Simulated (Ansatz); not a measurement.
**Geometry relaxation, with input and output: GaO (part 1 of 2)**

The run: geometry relaxation of GaO (8 atoms in the cell). Method and program: DFT PBE, scalar-relativistic, plane waves, PAW, no spin polarisation (Ansatz 0.2.0).

Figures and captions count atoms from 1; the log counts them from 0 in places.

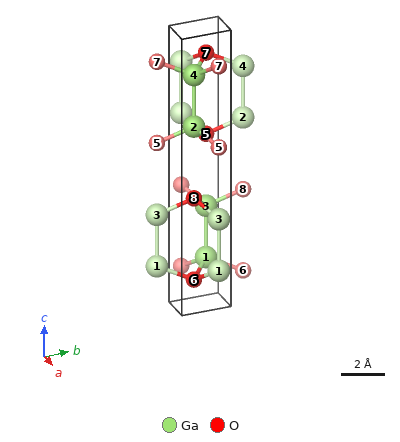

Fig. 1: The starting structure (ball-and-stick view of the cell of the calculation, seen slightly off an axis; neighbours outside the cell are drawn fainter; atoms are numbered from 1 in the order of the input). An atom can appear more than once, as a periodic image. Near neighbours in the periodic cell (some may lie outside the picture): Ga has 1 Ga at 2.50 Å and 3 O at 1.93 Å; O has 3 Ga at 1.93 Å.

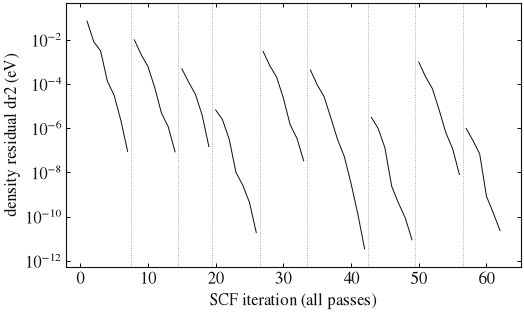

Fig. 2: Convergence of the self-consistent field: density residual dr2 against the SCF iteration. The dotted lines part the SCF passes of the relaxation: geometry steps, rejected trials and re-solves on a re-selected basis. The 9 passes take 5 to 9 iterations each, 62 in all.

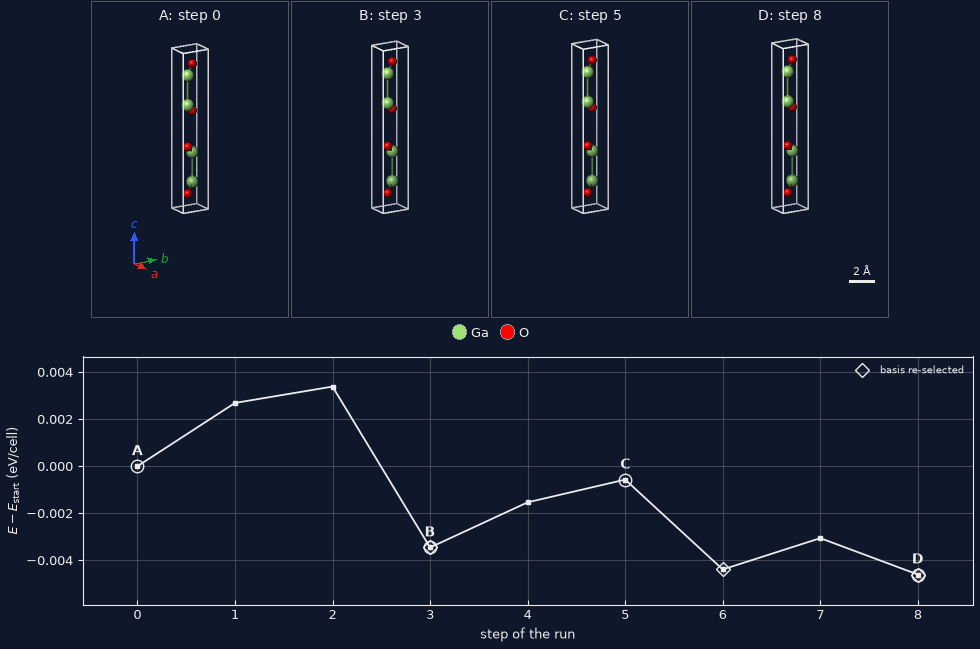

Fig. 3: Frames of the relaxation (ball-and-stick view of the cell of the calculation, seen slightly off an axis) above the curves, on which the letters mark them (the first geometry is step 0 here and step 1 in the log).

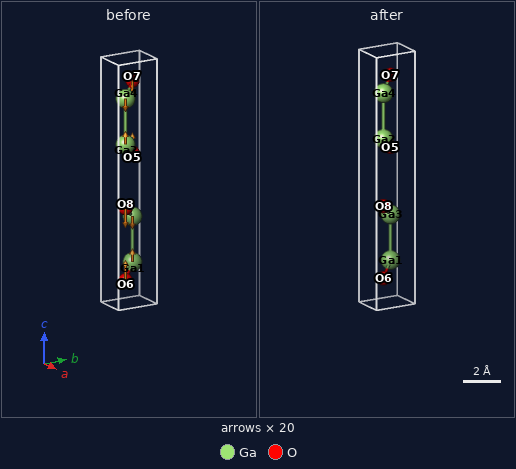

Fig. 4: Before (left) and after (right) the relaxation, at one scale (ball-and-stick view of the cell of the calculation, seen slightly off an axis). The orange arrows give the displacements (without the part carried along by the change of the cell), magnified 20 times. Over 5 geometry steps the energy falls by 3.1 meV per cell of the calculation. The largest force component goes from 0.0019 to 0.00035 eV/Å. Pressure: 0.29 GPa at the start and 0.01 GPa at the end. The basis was re-selected twice at an unchanged geometry, which shifts the energy a little without any move. The largest moves relative to the cell, 0.056 Å, are those of O5, O6, O7 and O8. Largest moves by element: O 0.056 Å, Ga 0.037 Å. Cell: a = b 3.107 → 3.105 Å (−0.1 %), c 13.439 → 13.856 Å (+3.1 %). Volume +3.0 %. The space group stays P6_3/mmc (No. 194). The energy change given includes the shifts at the re-selections in mid-walk, which come without any move. A last SCF at the same geometry on a re-selected plane-wave basis shifts the energy by −1.5 meV per cell of the calculation. (Atoms are counted from 1 in the order of the input.)

The input that produced these results follows, with the program's output.

### The input
```yaml
crystal:
  lattice:
    - [3.1071883734, 0.0, 0.0]
    - [-1.5535941867, 2.6909040657, 0.0]
    - [0.0, 0.0, 13.4386504391]
  atoms:
    - { symbol: Ga, position: [0.3333333333, 0.6666666667, 0.1568904598] }
    - { symbol: Ga, position: [0.6666666667, 0.3333333333, 0.6568904598] }
    - { symbol: Ga, position: [0.3333333333, 0.6666666667, 0.3431095402] }
    - { symbol: Ga, position: [0.6666666667, 0.3333333333, 0.8431095402] }
    - { symbol: O, position: [0.3333333333, 0.6666666667, 0.6030633211] }
    - { symbol: O, position: [0.6666666667, 0.3333333333, 0.1030633211] }
    - { symbol: O, position: [0.3333333333, 0.6666666667, 0.8969366789] }
    - { symbol: O, position: [0.6666666667, 0.3333333333, 0.3969366789] }
basis:
  ecutwfc: 420
kpoints:
  mp_grid: { grid: [12, 12, 2] }
hamiltonian:
  xc: pbe
scf:
  occupations: { method: gaussian, width: 0.02 }
output:
  forces: true
  stress: true
  eigenvalues: true
relax:
  adjacent_minimum: "off"
  f_tol: 0.005
  max_steps: 80
  cell: { stress_tol: 0.05 }
```

Launch command:
```bash
ansatz run input.yaml --threads 4 --pin off --max-ram 12288MiB --backend cpu --events-out ev --progress --plain --runs-dir out
```

### The program's output
```
Engine: ansatz 0.2.0, x86_64-unknown-linux-gnu
Pseudopotentials: kind: paw
Pseudopotential: Ga, paw, valence charge 13, recommended cutoff 420 eV (normal), Ga.paw.azcp
Pseudopotential: O, paw, valence charge 6, recommended cutoff 420 eV (normal), O.paw.azcp
Functional definition: PBE
  parameter kappa = 0.804
  parameter beta = 0.06672455060314922
  exchange = pbe_x(kappa = kappa, mu = beta*pi^2/3)
  correlation = pbe_c(beta = beta)
Crystal: 8 atoms, lattice volume = 112.363 Å³
Basis set: ecut = 420 eV, 2193 PW (Γ), exchange–correlation on 48×48×180 points (8 copies of the dense FFT grid, shifted against one another)
Bands: 46, of which v1, the nominal top of the filled ones, is band 38 counted from 1 (37 counted from 0)
Symmetry: 24 space group operations
Space group: P63/mmc (ITA 194), of the structure as read, at distance tolerance 4.8e-5 Å
k-points: 38 of 288
Non-local potential: Ga, projectors of the file, l = 0: 2, l = 1: 2, l = 2: 3, l = 3: 1
Non-local potential: O, projectors of the file, l = 0: 2, l = 1: 2, l = 2: 1
PAW form: soft (Blöchl's): semilocal exchange-correlation on the pseudo side does not see the compensation charge
PAW one-centre angular grid: Ga, 590 points (default); XC on 64 Gauss nodes
PAW one-centre angular grid: O, 110 points (default); XC on 64 Gauss nodes
Initial density: superposition of atomic densities (neutral atoms: chi_scale 0, normalization atom), corrected by the library's trained network
Initial wavefunctions: pseudopotential atomic-orbital guess
Functional: x = pbe(κ = 0.804, μ = 0.2195149727645171), c = pbe(β = 0.06672455060314922)
SCF iter   1: F=—  HF=-17403.425052 eV  |F-HF|=—  |Δ(HF+E_count)|=         —  Δρ=6.68e-3  dr2=6.95e-2  ethr=1.77e-3  ⟨swp⟩=6.5  Hψ=6290  notcnv=0  defer=1
preconditioner: auto → Resta (q_TF=auto, 2.556 Å⁻¹)  ε∞=4.5  [insulator: Δε(μ)=1.062 eV  Ē_g=16.376 eV  σ=0.020 eV  W_gap=1.00  n_scr=40 (ndim 8)  ℏωp=30.5 eV  f_vac=0.101  D(μ)=0.00/eV (n_scr^D=0)  ε∞_Penn≈4.5]
SCF iter   2: F=—  HF=-17403.411595 eV  |F-HF|=—  |Δ(HF+E_count)|=   1.35e-2  Δρ=2.93e-3  dr2=7.92e-3  ethr=9.14e-5  ⟨swp⟩=2.3  Hψ=2791  notcnv=0  defer=126
SCF iter   3: F=—  HF=-17403.410004 eV  |F-HF|=—  |Δ(HF+E_count)|=   1.59e-3  Δρ=1.23e-3  dr2=3.16e-3  ethr=1.04e-5  ⟨swp⟩=2.0  Hψ=2319  notcnv=0  defer=126
SCF iter   4: F=—  HF=-17403.409434 eV  |F-HF|=—  |Δ(HF+E_count)|=   5.70e-4  Δρ=3.63e-4  dr2=1.34e-4  ethr=4.15e-6  ⟨swp⟩=2.2  Hψ=2412  notcnv=0  defer=126
SCF iter   5: F=—  HF=-17403.409477 eV  |F-HF|=—  |Δ(HF+E_count)|=   4.26e-5  Δρ=1.73e-4  dr2=3.05e-5  ethr=1.76e-7  ⟨swp⟩=2.0  Hψ=2902  notcnv=0  defer=126
SCF iter   6: F=—  HF=-17403.409514 eV  |F-HF|=—  |Δ(HF+E_count)|=   3.68e-5  Δρ=4.69e-5  dr2=2.21e-6  ethr=4.01e-8  ⟨swp⟩=2.0  Hψ=2910  notcnv=0  defer=126
SCF iter   7: F=-17403.409518 eV  HF=-17403.409518 eV  |F-HF|=1.93e-7  |Δ(HF+E_count)|=   3.82e-6  Δρ=9.64e-6  dr2=8.82e-8  ethr=1.32e-10  ⟨swp⟩=8.2  Hψ=8341  notcnv=0
SCF 1 converged in 7 iterations: F = -17403.409518 eV  dr2 = 8.82e-8
  greatest PAW one-centre occupation: 0.996 electrons in one spin orbital (limit 2), on the Ga atom at site 3 (counted from 0), in its partial waves of l = 2
relax step   1: F+E_penalty+E_count = -17403.40951779 eV  Δ(F+E_penalty+E_count) = +0.000e0 eV  max|allowed force component| = 1.903e-3 eV/Å  Δτ_max = 0.0000 Å  P = +0.285 GPa  Ω = 112.363 Å³  (7 SCF iters, dr2 threshold 1.00e-7 eV, accepted)
Crystal: 8 atoms, lattice volume = 113.859 Å³
Basis set: ecut = 420 eV, 2205 PW (Γ), exchange–correlation on 48×48×180 points (8 copies of the dense FFT grid, shifted against one another)
Initial density: handed on by an earlier stage of this run
Initial wavefunctions: those handed on with the density
iter 1 solved again at ethr=1.27e-5 eV; its pass at ethr=3.10e-3 eV (dr2=9.69e-3 eV) is discarded
SCF iter   1: F=—  HF=-17403.408545 eV  |F-HF|=—  |Δ(HF+E_count)|=         —  Δρ=4.88e-3  dr2=9.73e-3  ethr=1.27e-5  ⟨swp⟩=2.7  Hψ=8322  notcnv=0
preconditioner: auto → Resta (q_TF=auto, 2.551 Å⁻¹)  ε∞=4.4  [insulator: Δε(μ)=1.148 eV  Ē_g=16.345 eV  σ=0.020 eV  W_gap=1.00  n_scr=40 (ndim 8)  ℏωp=30.3 eV  f_vac=0.120  D(μ)=0.00/eV (n_scr^D=0)  ε∞_Penn≈4.4]
SCF iter   2: F=—  HF=-17403.406876 eV  |F-HF|=—  |Δ(HF+E_count)|=   1.67e-3  Δρ=2.31e-3  dr2=2.10e-3  ethr=1.27e-5  ⟨swp⟩=2.3  Hψ=2805  notcnv=0
SCF iter   3: F=—  HF=-17403.406819 eV  |F-HF|=—  |Δ(HF+E_count)|=   5.71e-5  Δρ=8.21e-4  dr2=6.05e-4  ethr=2.77e-6  ⟨swp⟩=2.8  Hψ=3430  notcnv=0
SCF iter   4: F=—  HF=-17403.406833 eV  |F-HF|=—  |Δ(HF+E_count)|=   1.41e-5  Δρ=1.79e-4  dr2=6.81e-5  ethr=7.96e-7  ⟨swp⟩=3.0  Hψ=3030  notcnv=0
SCF iter   5: F=—  HF=-17403.406828 eV  |F-HF|=—  |Δ(HF+E_count)|=   5.15e-6  Δρ=6.93e-5  dr2=4.73e-6  ethr=8.96e-8  ⟨swp⟩=2.0  Hψ=3040  notcnv=0
SCF iter   6: F=—  HF=-17403.406827 eV  |F-HF|=—  |Δ(HF+E_count)|=   9.18e-7  Δρ=3.34e-5  dr2=1.13e-6  ethr=6.22e-9  ⟨swp⟩=2.0  Hψ=3174  notcnv=0
SCF iter   7: F=-17403.406829 eV  HF=-17403.406828 eV  |F-HF|=1.89e-7  |Δ(HF+E_count)|=   1.89e-6  Δρ=6.94e-6  dr2=8.47e-8  ethr=6.43e-10  ⟨swp⟩=5.4  Hψ=7113  notcnv=0
SCF 2 converged in 7 iterations: F = -17403.406829 eV  dr2 = 8.47e-8
  greatest PAW one-centre occupation: 0.996 electrons in one spin orbital (limit 2), on the Ga atom at site 2 (counted from 0), in its partial waves of l = 2
relax step   2: F+E_penalty+E_count = -17403.40682867 eV  Δ(F+E_penalty+E_count) = +2.689e-3 eV  max|allowed force component| = 2.280e-2 eV/Å  Δτ_max = 0.0251 Å  P = +0.032 GPa  Ω = 113.859 Å³  energy of the carried Pulay correction = -4.873e-3 eV  (7 SCF iters, dr2 threshold 4.89e-7 eV, accepted)
Crystal: 8 atoms, lattice volume = 114.173 Å³
Basis set: ecut = 420 eV, 2229 PW (Γ), exchange–correlation on 48×48×180 points (8 copies of the dense FFT grid, shifted against one another)
iter 1 solved again at ethr=6.13e-7 eV; its pass at ethr=3.10e-3 eV (dr2=4.66e-4 eV) is discarded
SCF iter   1: F=—  HF=-17403.406278 eV  |F-HF|=—  |Δ(HF+E_count)|=         —  Δρ=1.19e-3  dr2=4.84e-4  ethr=6.13e-7  ⟨swp⟩=2.3  Hψ=7914  notcnv=0
preconditioner: auto → Resta (q_TF=auto, 2.549 Å⁻¹)  ε∞=4.4  [insulator: Δε(μ)=1.155 eV  Ē_g=16.354 eV  σ=0.020 eV  W_gap=1.00  n_scr=40 (ndim 8)  ℏωp=30.3 eV  f_vac=0.122  D(μ)=0.00/eV (n_scr^D=0)  ε∞_Penn≈4.4]
SCF iter   2: F=—  HF=-17403.406198 eV  |F-HF|=—  |Δ(HF+E_count)|=   7.99e-5  Δρ=5.81e-4  dr2=1.22e-4  ethr=6.13e-7  ⟨swp⟩=2.2  Hψ=3057  notcnv=0
SCF iter   3: F=—  HF=-17403.406134 eV  |F-HF|=—  |Δ(HF+E_count)|=   6.36e-5  Δρ=1.72e-4  dr2=3.40e-5  ethr=1.61e-7  ⟨swp⟩=2.0  Hψ=3041  notcnv=0
SCF iter   4: F=—  HF=-17403.406131 eV  |F-HF|=—  |Δ(HF+E_count)|=   3.58e-6  Δρ=4.39e-5  dr2=3.92e-6  ethr=4.48e-8  ⟨swp⟩=2.1  Hψ=2799  notcnv=0
SCF iter   5: F=-17403.406133 eV  HF=-17403.406133 eV  |F-HF|=1.48e-7  |Δ(HF+E_count)|=   2.05e-6  Δρ=8.92e-6  dr2=1.45e-7  ethr=1.96e-10  ⟨swp⟩=3.2  Hψ=7762  notcnv=0
SCF 3 converged in 5 iterations: F = -17403.406133 eV  dr2 = 1.45e-7
relax step   3: F+E_penalty+E_count = -17403.40613285 eV  Δ(F+E_penalty+E_count) = +6.958e-4 eV  max|allowed force component| = 4.236e-3 eV/Å  Δτ_max = 0.0042 Å  P = -0.016 GPa  Ω = 114.173 Å³  energy of the carried Pulay correction = -5.931e-3 eV  (5 SCF iters, dr2 threshold 1.49e-7 eV, accepted)
Basis set: ecut = 420 eV, 2229 PW (Γ), exchange–correlation on 48×48×192 points (8 copies of the dense FFT grid, shifted against one another)
Initial wavefunctions: pseudopotential atomic-orbital guess (no wavefunctions were taken with the density)
iter 1 solved again at ethr=7.73e-8 eV; its pass at ethr=3.10e-3 eV (dr2=5.88e-5 eV) is discarded
SCF iter   1: F=—  HF=-17403.411029 eV  |F-HF|=—  |Δ(HF+E_count)|=         —  Δρ=3.34e-4  dr2=6.62e-6  ethr=7.73e-8  ⟨swp⟩=3.5  Hψ=11422  notcnv=0
preconditioner: auto → Resta (q_TF=auto, 2.549 Å⁻¹)  ε∞=4.4  [insulator: Δε(μ)=1.154 eV  Ē_g=16.358 eV  σ=0.020 eV  W_gap=1.00  n_scr=40 (ndim 8)  ℏωp=30.3 eV  f_vac=0.124  D(μ)=0.00/eV (n_scr^D=0)  ε∞_Penn≈4.4]
SCF iter   2: F=—  HF=-17403.412443 eV  |F-HF|=—  |Δ(HF+E_count)|=   1.41e-3  Δρ=1.70e-4  dr2=2.44e-6  ethr=8.71e-9  ⟨swp⟩=2.0  Hψ=3192  notcnv=0
SCF iter   3: F=—  HF=-17403.412893 eV  |F-HF|=—  |Δ(HF+E_count)|=   4.50e-4  Δρ=6.60e-5  dr2=3.14e-7  ethr=3.21e-9  ⟨swp⟩=2.0  Hψ=2286  notcnv=0
SCF iter   4: F=—  HF=-17403.412971 eV  |F-HF|=—  |Δ(HF+E_count)|=   7.77e-5  Δρ=2.92e-6  dr2=9.81e-9  ethr=4.13e-10  ⟨swp⟩=2.0  Hψ=3192  notcnv=0
SCF iter   5: F=—  HF=-17403.412971 eV  |F-HF|=—  |Δ(HF+E_count)|=   7.80e-8  Δρ=1.70e-6  dr2=2.65e-9  ethr=1.29e-11  ⟨swp⟩=2.1  Hψ=3089  notcnv=0
SCF iter   6: F=—  HF=-17403.412971 eV  |F-HF|=—  |Δ(HF+E_count)|=  1.64e-10  Δρ=4.82e-7  dr2=4.28e-10  ethr=3.49e-12  ⟨swp⟩=2.0  Hψ=3056  notcnv=0
SCF iter   7: F=-17403.412971 eV  HF=-17403.412971 eV  |F-HF|=3.27e-11  |Δ(HF+E_count)|=   1.66e-9  Δρ=1.49e-7  dr2=1.86e-11  ethr=1.00e-12  ⟨swp⟩=4.9  Hψ=6496  notcnv=0
SCF 4 converged in 7 iterations: F = -17403.412971 eV  dr2 = 1.86e-11
relax step   4: F+E_penalty+E_count = -17403.41297063 eV  Δ(F+E_penalty+E_count) = -6.838e-3 eV  max|allowed force component| = 4.089e-3 eV/Å  Δτ_max = 0.0000 Å  P = +0.075 GPa  Ω = 114.173 Å³  stress off target by 1.85e-1 GPa  SCF on the basis re-selected at this cell (its energy is not comparable with the rows above)  (7 SCF iters)
basis re-selected at this cell: Δ(F+E_penalty+E_count) = -6.838e-3 eV, ΔP = +0.091 GPa vs the last step (what re-selecting the basis moved, of the pressure what is left beyond the Pulay correction that the steps carried, after the strain that the cell walked since its last selection, with what the two solves' SCF thresholds leave and, on support functions, any second-order correction that the steps lacked; it is no measure of the basis error at this ecutwfc). The dense FFT grid was sized anew with the basis: this SCF ran on 24×24×96 points, the steps before it on 24×24×90, so part of this shift can come from that change (see relax.cell in the input reference). This SCF's stress stands 1.85e-1 GPa from its target on what of the cell is left free (relax.cell.stress_tol is 5.00e-2 GPa) and its largest allowed force component is 4.09e-3 eV/Å (relax.f_tol is 5.00e-3 eV/Å): not within both, so this SCF does not close the relaxation
Crystal: 8 atoms, lattice volume = 114.941 Å³
iter 1 solved again at ethr=3.83e-6 eV; its pass at ethr=3.10e-3 eV (dr2=2.91e-3 eV) is discarded
SCF iter   1: F=—  HF=-17403.411578 eV  |F-HF|=—  |Δ(HF+E_count)|=         —  Δρ=2.80e-3  dr2=2.96e-3  ethr=3.83e-6  ⟨swp⟩=2.6  Hψ=8018  notcnv=0
preconditioner: auto → Resta (q_TF=auto, 2.547 Å⁻¹)  ε∞=4.4  [insulator: Δε(μ)=1.188 eV  Ē_g=16.343 eV  σ=0.020 eV  W_gap=1.00  n_scr=40 (ndim 8)  ℏωp=30.2 eV  f_vac=0.131  D(μ)=0.00/eV (n_scr^D=0)  ε∞_Penn≈4.4]
SCF iter   2: F=—  HF=-17403.411069 eV  |F-HF|=—  |Δ(HF+E_count)|=   5.09e-4  Δρ=1.33e-3  dr2=6.62e-4  ethr=3.83e-6  ⟨swp⟩=2.3  Hψ=2798  notcnv=0
SCF iter   3: F=—  HF=-17403.411073 eV  |F-HF|=—  |Δ(HF+E_count)|=   4.71e-6  Δρ=4.56e-4  dr2=2.03e-4  ethr=8.71e-7  ⟨swp⟩=2.0  Hψ=3161  notcnv=0
SCF iter   4: F=—  HF=-17403.411066 eV  |F-HF|=—  |Δ(HF+E_count)|=   7.07e-6  Δρ=1.02e-4  dr2=2.28e-5  ethr=2.67e-7  ⟨swp⟩=3.0  Hψ=3040  notcnv=0
SCF iter   5: F=—  HF=-17403.411051 eV  |F-HF|=—  |Δ(HF+E_count)|=   1.54e-5  Δρ=3.58e-5  dr2=1.43e-6  ethr=3.00e-8  ⟨swp⟩=2.0  Hψ=3040  notcnv=0
SCF iter   6: F=—  HF=-17403.411051 eV  |F-HF|=—  |Δ(HF+E_count)|=   8.63e-9  Δρ=1.82e-5  dr2=3.48e-7  ethr=1.88e-9  ⟨swp⟩=2.0  Hψ=3164  notcnv=0
SCF iter   7: F=-17403.411051 eV  HF=-17403.411051 eV  |F-HF|=6.17e-8  |Δ(HF+E_count)|=   5.22e-7  Δρ=4.24e-6  dr2=3.33e-8  ethr=1.13e-10  ⟨swp⟩=5.2  Hψ=7128  notcnv=0
SCF 5 converged in 7 iterations: F = -17403.411051 eV  dr2 = 3.33e-8
relax step   5: F+E_penalty+E_count = -17403.41105145 eV  Δ(F+E_penalty+E_count) = +1.919e-3 eV  max|allowed force component| = 3.909e-3 eV/Å  Δτ_max = 0.0127 Å  P = +0.026 GPa  Ω = 114.941 Å³  energy of the carried Pulay correction = -2.537e-3 eV  (7 SCF iters, dr2 threshold 8.55e-8 eV, accepted)
Crystal: 8 atoms, lattice volume = 115.244 Å³
Basis set: ecut = 420 eV, 2231 PW (Γ), exchange–correlation on 48×48×192 points (8 copies of the dense FFT grid, shifted against one another)
iter 1 solved again at ethr=5.50e-7 eV; its pass at ethr=3.10e-3 eV (dr2=4.18e-4 eV) is discarded
SCF iter   1: F=—  HF=-17403.410161 eV  |F-HF|=—  |Δ(HF+E_count)|=         —  Δρ=1.01e-3  dr2=4.25e-4  ethr=5.50e-7  ⟨swp⟩=2.2  Hψ=7639  notcnv=0
preconditioner: auto → Resta (q_TF=auto, 2.545 Å⁻¹)  ε∞=4.4  [insulator: Δε(μ)=1.188 eV  Ē_g=16.347 eV  σ=0.020 eV  W_gap=1.00  n_scr=40 (ndim 8)  ℏωp=30.2 eV  f_vac=0.133  D(μ)=0.00/eV (n_scr^D=0)  ε∞_Penn≈4.4]
SCF iter   2: F=—  HF=-17403.410089 eV  |F-HF|=—  |Δ(HF+E_count)|=   7.21e-5  Δρ=4.74e-4  dr2=9.03e-5  ethr=5.50e-7  ⟨swp⟩=2.2  Hψ=2392  notcnv=0
SCF iter   3: F=—  HF=-17403.410082 eV  |F-HF|=—  |Δ(HF+E_count)|=   7.14e-6  Δρ=1.78e-4  dr2=2.70e-5  ethr=1.19e-7  ⟨swp⟩=2.7  Hψ=3139  notcnv=0
SCF iter   4: F=—  HF=-17403.410089 eV  |F-HF|=—  |Δ(HF+E_count)|=   7.21e-6  Δρ=3.71e-5  dr2=2.98e-6  ethr=3.55e-8  ⟨swp⟩=3.0  Hψ=3024  notcnv=0
SCF iter   5: F=—  HF=-17403.410087 eV  |F-HF|=—  |Δ(HF+E_count)|=   2.42e-6  Δρ=1.74e-5  dr2=3.10e-7  ethr=3.92e-9  ⟨swp⟩=2.0  Hψ=3040  notcnv=0
SCF iter   6: F=—  HF=-17403.410086 eV  |F-HF|=—  |Δ(HF+E_count)|=   9.20e-8  Δρ=7.06e-6  dr2=5.19e-8  ethr=4.08e-10  ⟨swp⟩=2.0  Hψ=3159  notcnv=0
SCF iter   7: F=—  HF=-17403.410087 eV  |F-HF|=—  |Δ(HF+E_count)|=   9.35e-8  Δρ=1.31e-6  dr2=3.11e-9  ethr=6.82e-11  ⟨swp⟩=2.7  Hψ=3190  notcnv=0
SCF iter   8: F=—  HF=-17403.410087 eV  |F-HF|=—  |Δ(HF+E_count)|=   7.29e-9  Δρ=3.35e-7  dr2=1.29e-10  ethr=4.09e-12  ⟨swp⟩=2.0  Hψ=2734  notcnv=0
SCF iter   9: F=-17403.410087 eV  HF=-17403.410087 eV  |F-HF|=1.09e-11  |Δ(HF+E_count)|=  4.55e-10  Δρ=5.74e-8  dr2=3.43e-12  ethr=1.00e-12  ⟨swp⟩=4.3  Hψ=6130  notcnv=0
SCF 6 converged in 9 iterations: F = -17403.410087 eV  dr2 = 3.43e-12
```
